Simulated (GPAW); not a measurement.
## GaP (F-43m): how ε∞ follows the gap

The empty bands of GaP (F-43m) are shifted up rigidly by Δ, and ε∞ is computed for each shift.

It takes space group F-43m (No. 216, cubic). The conventional cell has a = 5.451 Å, b = 5.451 Å, c = 5.451 Å, α = 90.00°, β = 90.00°, γ = 90.00°. Around Ga on site a lie 4 P at 2.36 Å. P on site c has 4 Ga at 2.36 Å as nearest neighbours.

Method: GPAW 26.7.0, PBE, RPA, k-mesh 13×13×13, local fields up to 70 eV, Lorentzian half width 0.12 eV.

Launch of the response step: `OMP_NUM_THREADS=1 python df.py`. The series took 2.1 min in all, its band step included, on 1 thread of Arm Neoverse V1 (shared host).

| Δ (eV) | ε∞ |
| --- | --- |
| 0.00 | 9.401 |
| 0.25 | 8.964 |
| 0.50 | 8.574 |
| 0.75 | 8.223 |
| 1.00 | 7.907 |
| 1.50 | 7.356 |
| 2.00 | 6.894 |
| 3.00 | ? |

With one effective transition at E₀ and fixed dipole strength, ε∞ − 1 = A/(E₀ + Δ), so 1/(ε∞ − 1) is linear in Δ.

Working, on the rows shown:

| x = Δ (eV) | y = 1/(ε∞ − 1) |
| --- | --- |
| 0 | 0.119033 |
| 0.25 | 0.125565 |
| 0.5 | 0.132031 |
| 0.75 | 0.138447 |
| 1 | 0.144781 |
| 1.5 | 0.157332 |
| 2 | 0.169664 |

Means: x̄ = 0.85714, ȳ = 0.14098. Σ(x − x̄)(y − ȳ) = 0.07547, Σ(x − x̄)² = 2.982. Slope = 0.07547 / 2.982 = 0.02531; intercept = ȳ − slope · x̄ = 0.11929. Turned back into ε∞, the line misses the rows shown by at most 0.018.

**Question.** Fill in the last column of the withheld row.

**Answer.** At x = 3 the line gives y = 0.19521, that is 6.123. The run gave 6.153, so the extrapolation is off by 0.03, 0.9 % of the range in the table.

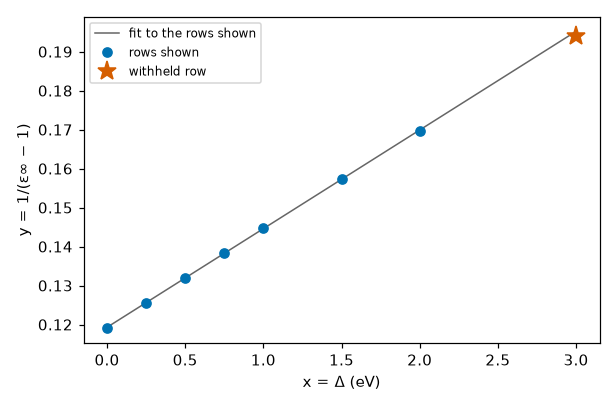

Refitted with all rows, the slope is 0.025 and the intercept 0.11949. These give E₀ = intercept/slope = 4.8 eV, far above the least direct gap of 1.89 eV: most of the screening comes from transitions well over the edge. Over the first step ε∞ falls by 19 % per eV. Excitons are left out; PBE gaps are as a rule too small. The values come from a sum over the points of one k-mesh and carry its error, which grows as the direct gap shrinks. Spin-orbit coupling is left out.
